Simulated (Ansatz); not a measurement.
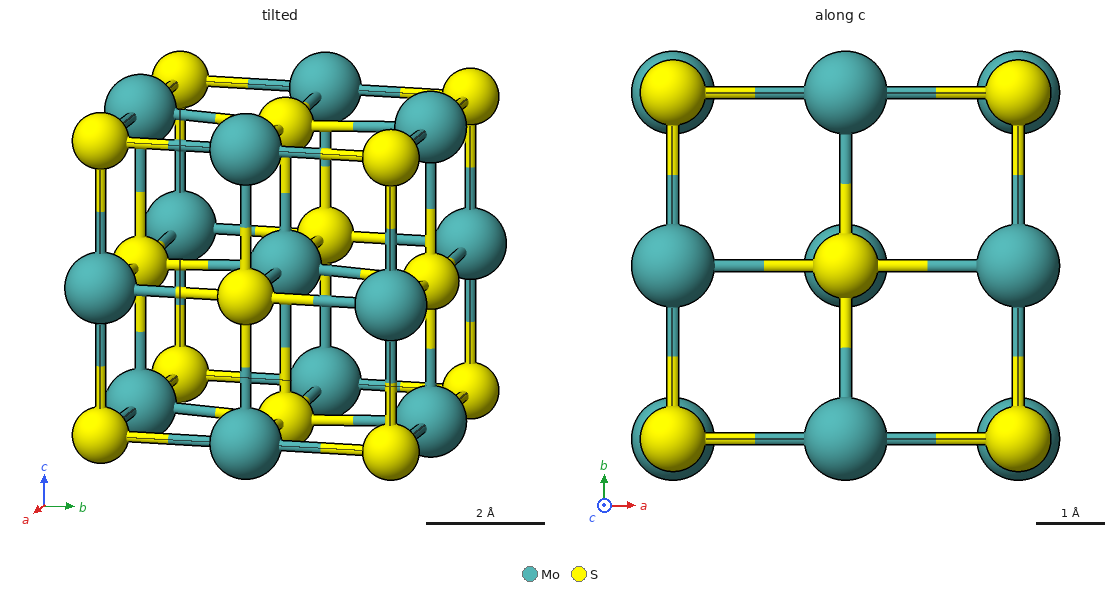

View slightly off an axis and along the c axis, drawn as a ball-and-stick model. The box is the conventional unit cell; atoms on or close to its faces, edges and corners are drawn wherever they repeat. Cell: a = 5.09 Å, b = 5.11 Å, c = 5.11 Å, α = 90.00°, β = 90.00°, γ = 90.00°.

The starting point was a structure type filled with these elements by a generator (whether the compound takes this form wasn't checked). The cell was then strained or its atoms displaced on purpose. It was run through Ansatz as a DFT input.

**Summary of the structure:**

The solid is MoS. It belongs to space group Amm2 (No. 38) and has a base-centred orthorhombic lattice. In the cell are 4 Mo, 4 S, which makes 4 formula units. Mo is coordinated by six S in a distorted octahedral arrangement at about 2.4 to 2.7 Å. The S atoms are each bonded to six Mo in a distorted octahedral arrangement at about 2.4 to 2.7 Å. The bonds build a three-dimensional framework.

Calculation details: Ansatz, DFT r2SCAN, scalar-relativistic, plane waves, PAW; a basis cut at 500 eV, k-points about 0.29 Å⁻¹ apart, Gaussian smearing of 0.05 eV, collinear spins.

**Which atoms carry magnetic moments in this run, and how do they order?**

The state reached is antiferromagnetic. Sizes: Mo 1.9 to 2.0 μB; net moment 0.0 μB in the run's cell of 4 atoms.

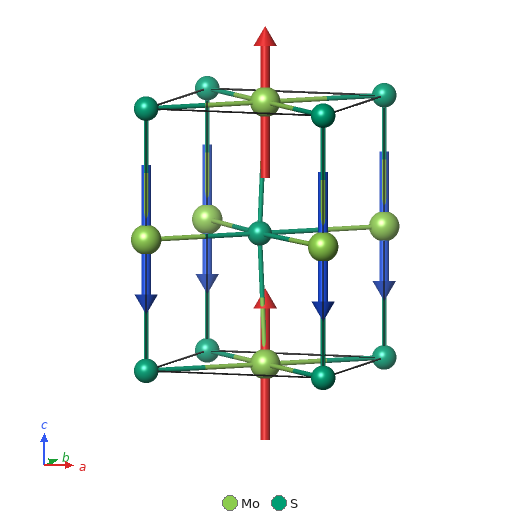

Site moments above 0.25 μB as arrows, small induced ones on non-metal atoms left out (red along the largest or up, blue against, purple across). The run's cell of 4 atoms is drawn in a reduced setting, so axes and origin can differ from the first picture.

**What is the band gap, if any?**

A metal: bands cross the Fermi level.

**Is this an equilibrium geometry for the method given?**

No. The largest force is 0.54 eV/Å, on Mo and S. The pressure is 0.3 GPa. The stress isn't hydrostatic: its largest component is 1.7 GPa.
